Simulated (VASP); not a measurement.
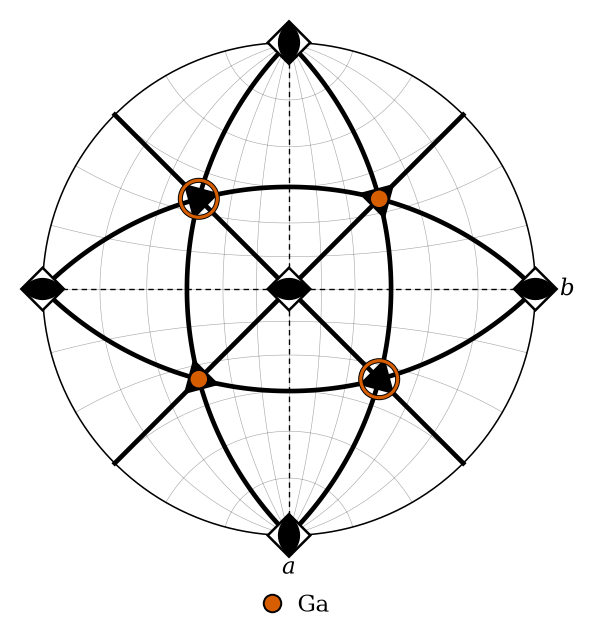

Crystal: GaAs, coordinates from a relaxation with VASP 6.6.1, VASP Kohn-Sham DFT of a periodic cell, PBE0, VASP PAW PBE potentials, recommended. Directions from one arsenic atom at (3/4, 1/4, 3/4) to its bonded neighbours, in stereographic projection down c (filled: above the plane of the page or in it, open: below). All values are computed from the atomic coordinates in the standard setting (tolerance 0.002 Å).

Neighbours are counted up to 2.94 Å for Ga. The symmetry elements of the site are drawn in: heavy lines are mirror planes (a heavy rim: a mirror in the plane of the page); lens, triangle, square and hexagon are 2-, 3-, 4- and 6-fold axes, a lens in an open square is −4, a triangle in an open hexagon −6; thin dashed diameters join the ends of axes that lie in the page; a small open circle marks inversion.

```cif
data_structure
_symmetry_space_group_name_H-M 'P 1'
_symmetry_Int_Tables_number 1
_cell_length_a 5.6775
_cell_length_b 5.6775
_cell_length_c 5.6775
_cell_angle_alpha 90.000
_cell_angle_beta 90.000
_cell_angle_gamma 90.000
_cell_volume 183.01
loop_
_atom_site_label
_atom_site_type_symbol
_atom_site_fract_x
_atom_site_fract_y
_atom_site_fract_z
_atom_site_occupancy
As1 As 0.75000 0.25000 0.75000 1
Ga1 Ga 0.50000 0.00000 0.50000 1
As2 As 0.75000 0.75000 0.25000 1
Ga2 Ga 0.50000 0.50000 0.00000 1
As3 As 0.25000 0.25000 0.25000 1
Ga3 Ga 0.00000 0.00000 0.00000 1
As4 As 0.25000 0.75000 0.75000 1
Ga4 Ga 0.00000 0.50000 0.50000 1
```

Q: How many neighbours are there, and at what angles?

A: 4: 4 Ga at 2.46 Å. Angles between bonds: 109° (6×).

Q: What is the site's symmetry in the crystal?

A: Point group -43m (Td), order 24: three −4 axes, four threefold axes, six mirror planes. In F-43m, No. 216 this is Wyckoff position 4c.
